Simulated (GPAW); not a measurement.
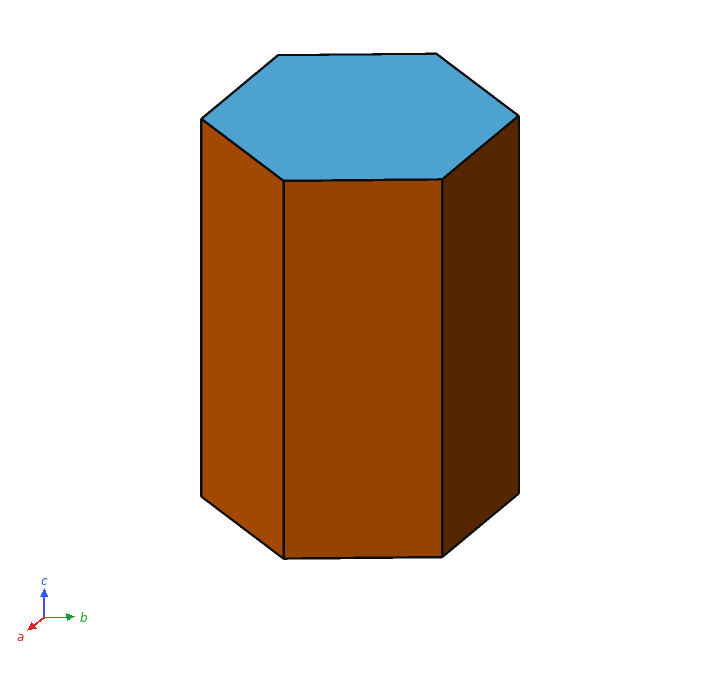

BFDH (Bravais–Friedel–Donnay–Harker) growth shape, computed from the cell and space group alone: each face lies at a distance from the centre proportional to 1/d(hkl), with d taken for the first order that the space group does not extinguish. It ignores bonding, solvent and kinetics. Faces of one form share a colour. Cell of TaN: space group P-62m (No. 189), a = 5.196 Å, b = 5.196 Å, c = 2.911 Å, α = 90.00°, β = 90.00°, γ = 120.00°. Source: an entry of the Crystallography Open Database, as set up for an electronic-structure calculation. Forms under 0.4 % of the area are left out. Forms are taken in the Laue class: a face and its opposite count as one form.

Index the forms that can be seen.

Answer. orange: {100} (d = 4.50 Å, 76 % of the area); blue: {001} (d = 2.91 Å, 24 % of the area).
